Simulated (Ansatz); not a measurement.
# Calculations on H4CO

### Relaxation

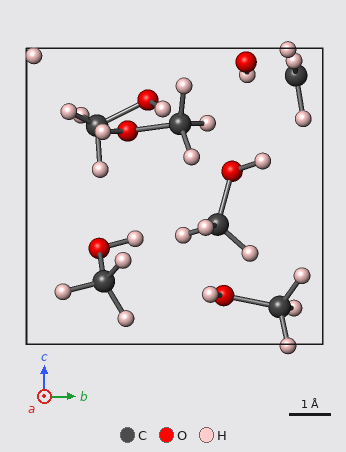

An amorphous cell of composition H₄CO, before the relaxation. Style: ball-and-stick. Shown: the cell of the calculation, along the a axis.

The cell holds 6 CH3OH. The run prepares the start of a later molecular dynamics calculation, from a guessed geometry.

These are results of DFT PBE-D3(BJ), scalar-relativistic, plane waves, PAW in Ansatz 0.2.0, not measurements.

Input file:
```yaml
accuracy: low
crystal:
  lattice:
    - [7.380323, 0.0, 0.0]
    - [0.0, 7.380323, 0.0]
    - [0.0, 0.0, 7.380323]
  atoms:
    - { symbol: C, position: [0.1829166, 0.6452328, 0.4046848] }
    - { symbol: O, position: [0.1329448, 0.69413, 0.5843635] }
    - { symbol: H, position: [0.0989031, 0.5293777, 0.3684456] }
    - { symbol: H, position: [0.2066141, 0.797344, 0.6189139] }
    - { symbol: H, position: [0.157168, 0.7544925, 0.307309] }
    - { symbol: H, position: [0.3256183, 0.6049558, 0.3948524] }
    - { symbol: C, position: [0.702786, 0.5183548, 0.7442852] }
    - { symbol: O, position: [0.6293165, 0.3417036, 0.7204279] }
    - { symbol: H, position: [0.5878715, 0.6110012, 0.7465783] }
    - { symbol: H, position: [0.7300117, 0.2572705, 0.7180695] }
    - { symbol: H, position: [0.776792, 0.5317845, 0.8724469] }
    - { symbol: H, position: [0.792759, 0.5575237, 0.6326906] }
    - { symbol: C, position: [0.7928011, 0.2610776, 0.2128127] }
    - { symbol: O, position: [0.6361419, 0.2454558, 0.3241069] }
    - { symbol: H, position: [0.8324666, 0.1233015, 0.1776226] }
    - { symbol: H, position: [0.5988762, 0.3671823, 0.3567864] }
    - { symbol: H, position: [0.7655571, 0.3358502, 0.0873156] }
    - { symbol: H, position: [0.9060458, 0.3261354, 0.2837058] }
    - { symbol: C, position: [0.1769112, 0.2382234, 0.7382867] }
    - { symbol: O, position: [0.19022, 0.4100303, 0.8247611] }
    - { symbol: H, position: [0.0440587, 0.1843451, 0.7735189] }
    - { symbol: H, position: [0.3079873, 0.4600842, 0.7947698] }
    - { symbol: H, position: [0.1858389, 0.2487514, 0.5903268] }
    - { symbol: H, position: [0.2805885, 0.1429898, 0.785871] }
    - { symbol: C, position: [0.5009942, 0.8546873, 0.1265459] }
    - { symbol: O, position: [0.4919462, 0.6659131, 0.1646903] }
    - { symbol: H, position: [0.3614907, 0.9028135, 0.1224732] }
    - { symbol: H, position: [0.6152922, 0.6207165, 0.1688206] }
    - { symbol: H, position: [0.5738526, 0.9300464, 0.2318805] }
    - { symbol: H, position: [0.5644157, 0.8826538, -0.004901] }
    - { symbol: C, position: [0.0667047, 0.9102461, 0.908078] }
    - { symbol: O, position: [-0.015052, 0.7415094, 0.9529815] }
    - { symbol: H, position: [0.2057334, 0.9032452, 0.9572305] }
    - { symbol: H, position: [-0.1392291, 0.7453804, 0.9100968] }
    - { symbol: H, position: [0.0696441, 0.9342047, 0.7614491] }
    - { symbol: H, position: [-0.0009342, 1.0249668, 0.9740085] }
basis:
  ecutwfc: 420.0
kpoints:
  mp_grid: { grid: [1, 1, 1] }
hamiltonian:
  xc: pbe
  dispersion: d3bj
scf:
  occupations: { method: fermi_dirac, width: 0.05 }
  lower_state_search: "off"
relax:
  f_tol: 0.3
  max_steps: 15
  adjacent_minimum: "off"
```

Run as
```bash
ansatz run input.yaml --threads 1 --pin off --max-ram 3072MiB --backend cpu --events-out ev --progress --plain --runs-dir out
```

> Predict the outcome.

After 12 accepted moves (13 points after the start) the energy has fallen by 62.5 meV per atom. The largest force component goes from 0.87 to 0.14 eV/Å. 1 step only repeated the SCF at the same geometry. H10 moves most: 1.55 Å along [−1 1 −2]. By element the largest moves are H 1.55 Å, O 1.40 Å, C 0.60 Å. The cell doesn't change. Near-neighbour distances that change, for instance: O14–H16 0.970 → 0.999 Å, O20–H22 0.970 → 0.993 Å, C31–O32 1.423 → 1.442 Å, C19–H23 1.097 → 1.106 Å. Bond angles that change, for instance: O32–C31–H33 106.3° → 108.8°, H5–C1–H6 108.8° → 110.9°.

Final geometry:

```xyz
36
Lattice="7.3803 0.0000 0.0000 0.0000 7.3803 0.0000 0.0000 0.0000 7.3803" Properties=species:S:1:pos:R:3 pbc="T T T"
C     1.0370    4.5228    3.2147
O     0.7064    5.7544    3.8666
H     0.2784    3.7923    3.5171
H     1.4035    6.3995    3.6539
H     1.0017    4.6312    2.1192
H     2.0191    4.1479    3.5408
C     5.4547    3.7704    5.2933
O     4.7172    2.5685    5.0532
H     4.9774    4.3243    6.1183
H     4.6589    2.4755    4.0586
H     6.5050    3.5346    5.5645
H     5.4670    4.4150    4.4007
C     5.5539    2.1378    1.5204
O     4.5094    2.6262    2.3657
H     5.8251    1.1264    1.8506
H     4.4401    3.6066    2.1852
H     5.2163    2.0861    0.4696
H     6.4548    2.7712    1.5824
C     1.5120    1.6294    4.9042
O     2.0515    2.6135    5.7679
H     0.4212    1.6013    5.0439
H     3.0258    2.6483    5.5790
H     1.7096    1.8528    3.8397
H     1.9145    0.6229    5.1279
C     3.8512    6.2856    1.5145
O     4.7431    5.2707    1.9871
H     2.8186    5.9564    1.6697
H     5.6006    5.3868    1.4968
H     4.0153    7.2333    2.0580
H     3.9900    6.4621    0.4355
C     0.1214    6.6157    7.1346
O     6.9039    5.4588    0.3732
H     1.0032    6.9149    0.3407
H     6.8351    4.7668    7.0764
H     0.4235    6.3852    6.1069
H     6.7793    0.0673    7.1170
```

The end point in the same view:

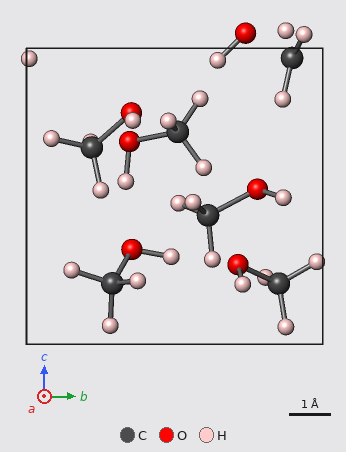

Limits of the set-up: the program's low-accuracy preset was used; the periodic images lie only 7.4 Å apart, so the values are limited by the cell's size.

### Dynamics

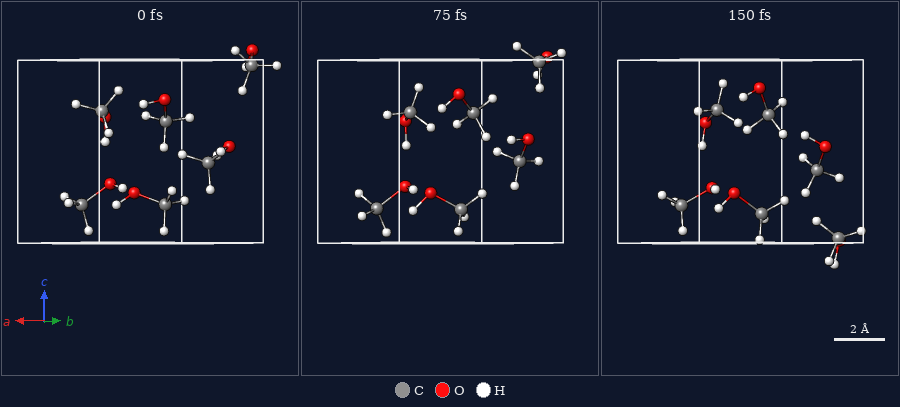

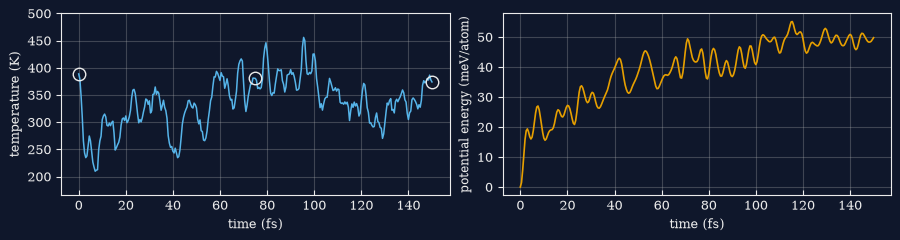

Molecular dynamics of a periodic cell with 6 CH3OH at 0.794 g/cm³, 150 fs long. Frames and the history of the run. A ball-and-stick model of the simulation cell, seen from a free direction. Atoms that leave the cell re-enter on the other side.

Method: DFT PBE-D3(BJ), scalar-relativistic, plane waves, PAW in Ansatz 0.2.0. Settings: plane-wave cutoff 420 eV; k-point mesh 1 × 1 × 1; Fermi-Dirac smearing 0.05 eV; low-accuracy preset; Langevin thermostat (NVT); set temperature 400 K; time step 0.5 fs; friction 0.02 per fs.

Input file:
```yaml
accuracy: low
crystal:
  lattice:
    - [7.380323, 0.0, 0.0]
    - [0.0, 7.380323, 0.0]
    - [0.0, 0.0, 7.380323]
  atoms:
    - { symbol: C, position: [0.14050278, 0.61281833, 0.43557731] }
    - { symbol: O, position: [0.09571774, 0.77969303, 0.52390101] }
    - { symbol: H, position: [0.0377162, 0.51383719, 0.47654795] }
    - { symbol: H, position: [0.19017337, 0.86710667, 0.49508173] }
    - { symbol: H, position: [0.13572469, 0.62751234, 0.28713847] }
    - { symbol: H, position: [0.27358202, 0.56202054, 0.47975714] }
    - { symbol: C, position: [0.73908163, 0.51087172, 0.71721393] }
    - { symbol: O, position: [0.63915511, 0.34801825, 0.6846801] }
    - { symbol: H, position: [0.67442055, 0.5859176, 0.82900258] }
    - { symbol: H, position: [0.63126297, 0.33541778, 0.54992459] }
    - { symbol: H, position: [0.88139987, 0.47891822, 0.75396209] }
    - { symbol: H, position: [0.74074962, 0.59821209, 0.59626972] }
    - { symbol: C, position: [0.75252286, 0.28966095, 0.20601138] }
    - { symbol: O, position: [0.61099791, 0.35583262, 0.32054627] }
    - { symbol: H, position: [0.78927982, 0.15262086, 0.25074612] }
    - { symbol: H, position: [0.60160855, 0.48867563, 0.29608762] }
    - { symbol: H, position: [0.70678455, 0.28265124, 0.06362627] }
    - { symbol: H, position: [0.87459392, 0.37547879, 0.21440469] }
    - { symbol: C, position: [0.20487404, 0.22077106, 0.66450247] }
    - { symbol: O, position: [0.27797162, 0.35411751, 0.78152831] }
    - { symbol: H, position: [0.05707225, 0.21697296, 0.68342383] }
    - { symbol: H, position: [0.40998782, 0.35883797, 0.75593073] }
    - { symbol: H, position: [0.23164398, 0.25105025, 0.52026105] }
    - { symbol: H, position: [0.25940119, 0.08439686, 0.69480328] }
    - { symbol: C, position: [0.52181604, 0.85166689, 0.20520779] }
    - { symbol: O, position: [0.64266814, 0.71415916, 0.26923656] }
    - { symbol: H, position: [0.38191266, 0.80707125, 0.22624182] }
    - { symbol: H, position: [0.75885978, 0.72988561, 0.20280835] }
    - { symbol: H, position: [0.54405505, 0.98007464, 0.27884479] }
    - { symbol: H, position: [0.54062863, 0.87557828, 0.05901432] }
    - { symbol: C, position: [0.01645363, 0.8964009, 0.96670655] }
    - { symbol: O, position: [-0.06455959, 0.73963778, 1.05056044] }
    - { symbol: H, position: [0.13593139, 0.93693603, 1.04616259] }
    - { symbol: H, position: [-0.07388173, 0.64587358, 0.95882009] }
    - { symbol: H, position: [0.05737869, 0.86516573, 0.8274515] }
    - { symbol: H, position: [-0.08143434, 1.009121, 0.9643224] }
basis:
  ecutwfc: 420.0
kpoints:
  mp_grid: { grid: [1, 1, 1] }
hamiltonian:
  xc: pbe
  dispersion: d3bj
scf:
  occupations: { method: fermi_dirac, width: 0.05 }
  lower_state_search: "off"
md:
  timestep: 0.5
  n_steps: 300
  ensemble: nvt_langevin
  temperature: 400.0
  initial_velocities: maxwell_boltzmann
  seed: 314556
  friction: 0.02
```

Launched with:
```bash
ansatz run input.yaml --threads 1 --pin off --max-ram 3072MiB --backend cpu --events-out ev --progress --plain --runs-dir out
```

### What happens in this trajectory?

Over the second half the temperature averages 355 K (spread ±36 K). The potential energy is still drifting at the end, so the run hasn't reached equilibrium. The potential energy in the second half lies on average 46.6 meV per atom above the first frame. In the second half of the run the atoms are, in the root-mean-square, this far from where they began (common drift taken out): H 0.85 Å, C 0.49 Å, O 0.43 Å. The heavy atoms stay within a fraction of a molecule's size of their starting places, while the hydrogen atoms travel further, as molecules turn; so short a run doesn't tell a liquid from a solid.

Limits of the set-up: the program's low-accuracy preset was used; the periodic images lie only 7.4 Å apart, so the values are limited by the cell's size.

Cost: 11 min on 1 thread of Arm Neoverse V1, with other jobs on the host, peak memory 0.46 GiB.

### Dynamics

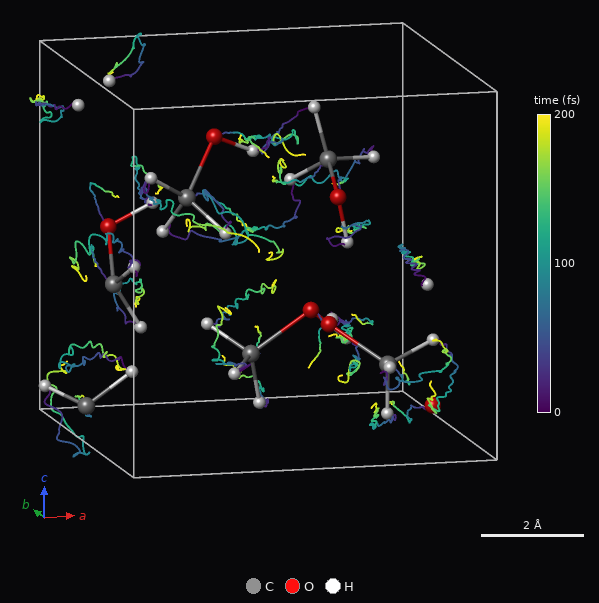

A Born-Oppenheimer molecular dynamics run of a periodic cell with 6 CH3OH at 0.794 g/cm³, 200 fs long. It starts from the last geometry of an earlier run, with fresh velocities. Lines trace each atom's path, coloured by time; spheres stand at the starting positions. Seen slightly off an axis in the simulation cell.

The calculation used DFT PBE-D3(BJ), scalar-relativistic, plane waves, PAW (Ansatz 0.2.0). Run with plane-wave cutoff 420 eV; k-point mesh 1 × 1 × 1; Fermi-Dirac smearing 0.05 eV; low-accuracy preset; constant energy (NVE); velocities drawn for 400 K; time step 0.5 fs.

Describe the motion.

Answer. In the second half of the run the atoms are, in the root-mean-square, this far from where they began (common drift taken out): H 1.13 Å, O 0.95 Å, C 0.78 Å. The heavy atoms stay within a fraction of a molecule's size of their starting places; so short a run doesn't tell a liquid from a solid. Over the second half the temperature averages 443 K (spread ±28 K). The potential energy in the second half lies on average 5.4 meV per atom below the first frame. The total energy stays between −0.14 and 0.091 meV per atom of its start. A straight-line fit has a slope that amounts to +0.008 meV per atom over 200 fs (under 0.1 % of the mean kinetic energy), and the ripple about it is 1.2 % of the kinetic energy's fluctuation. With a drift under 2 % and a ripple under 7 %, the integration is accurate.

Limits of the set-up: the program's low-accuracy preset was used; the periodic images lie only 7.4 Å apart, so the values are limited by the cell's size.
